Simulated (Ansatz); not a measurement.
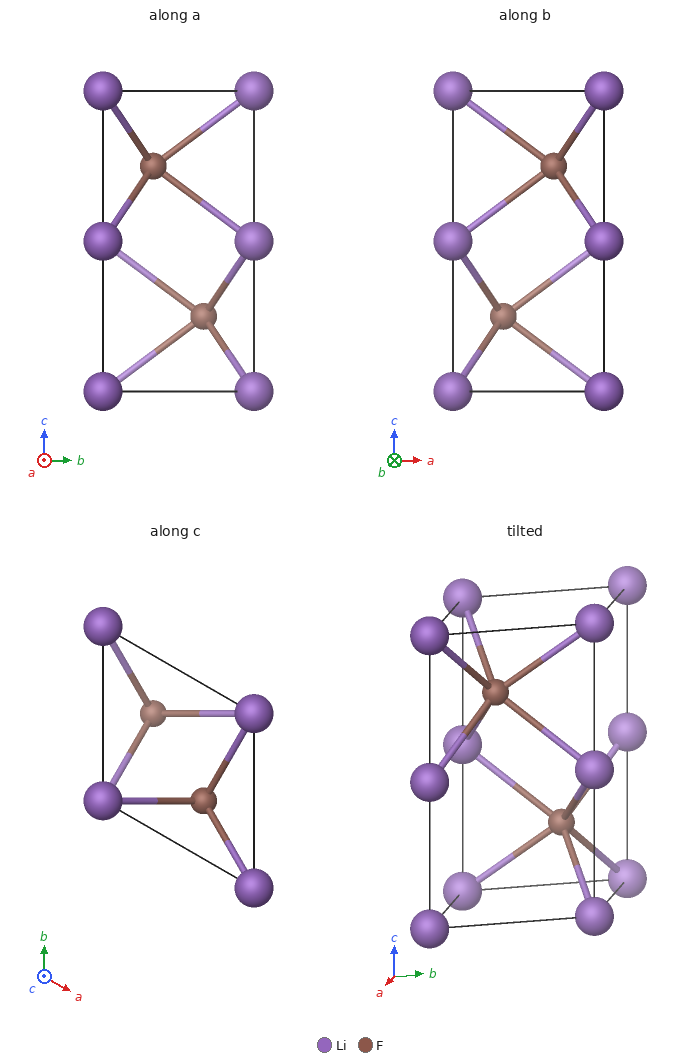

A ball-and-stick rendering, viewed along the a axis, along the b axis, along the c axis and slightly off an axis. One conventional unit cell is framed, with atoms on its boundary repeated.

Lattice parameters: a = 2.7757 Å, b = 2.7757 Å, c = 4.7827 Å, α = 90.000°, β = 90.000°, γ = 120.000°.

**Record the structure as a CIF with its space group and independent sites.**

```cif
data_structure
_symmetry_space_group_name_H-M 'P 63/m m c'
_symmetry_Int_Tables_number 194
_cell_length_a 2.7757
_cell_length_b 2.7757
_cell_length_c 4.7827
_cell_angle_alpha 90.000
_cell_angle_beta 90.000
_cell_angle_gamma 120.000
_cell_volume 31.91
loop_
_atom_site_label
_atom_site_type_symbol
_atom_site_symmetry_multiplicity
_atom_site_Wyckoff_symbol
_atom_site_fract_x
_atom_site_fract_y
_atom_site_fract_z
_atom_site_occupancy
Li1 Li 2 a 0.0000 0.0000 0.0000 1
F1 F 2 c 0.3333 0.6667 0.2500 1
```

The structure was taken from a structure type filled with these elements by a generator (whether the compound takes this form wasn't checked). Earlier steps of the study may have refined or changed the cell and positions. A calculation with Ansatz used it as input.
